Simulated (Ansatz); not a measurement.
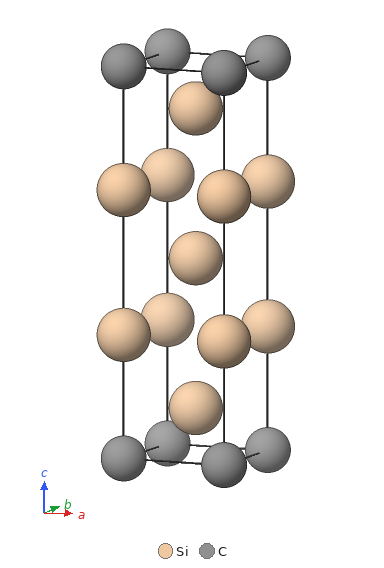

A spheres-only rendering, viewed slightly off an axis. The conventional unit cell is drawn as a box. Cell: a = 2.76 Å, b = 2.76 Å, c = 9.98 Å, α = 90.00°, β = 90.00°, γ = 90.00°.

Its origin is a structure type filled with these elements by a generator (whether the compound takes this form wasn't checked). Earlier steps of the study, as a rule a relaxation of our own, may have changed the cell and positions, so they can lie some per cent off the listed ones. It was run through Ansatz as a DFT input.

In words:

Answer. The stoichiometry is Si5C. Space group P4/mmm (No. 123), lattice primitive tetragonal. Counting shared atoms by their share gives 5 Si, 1 C, or 6 atoms. Around each C lie eight Si in a distorted cubic arrangement at about 2.3 Å. Si takes three kinds of site: 2h with four C and one Si (about 2.3 Å to C, 2.4 Å to Si); 2g with no bonds drawn; 1d with no bonds drawn.

All computed values are from DFT PBE, scalar-relativistic, plane waves, PAW (Ansatz). Settings: a basis cut at 420 eV, k-point mesh 14×14×4, Gaussian smearing of 0.1 eV, no spin polarisation.

Is it conducting or gapped at this level?

Answer. A metal: bands cross the Fermi level.

What charge does Bader's analysis assign to each element?

Answer. Si -0.03 to +0.75 e; C -1.55 e.

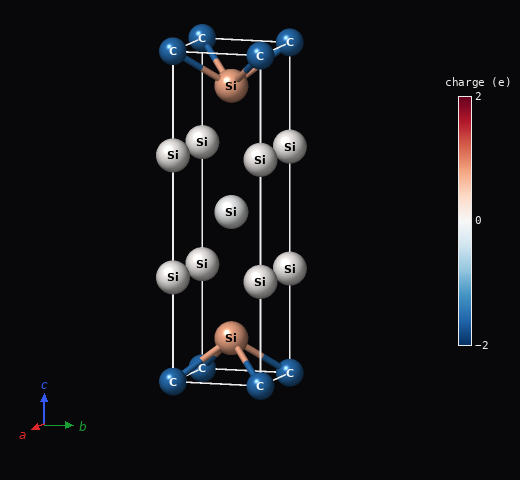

The atoms coloured by those charges. The run's cell of 6 atoms is drawn.

Is this the optimised geometry for these settings?

Answer. Yes. The largest force is 0.01 eV/Å. The pressure is 0.0 GPa, close to zero.
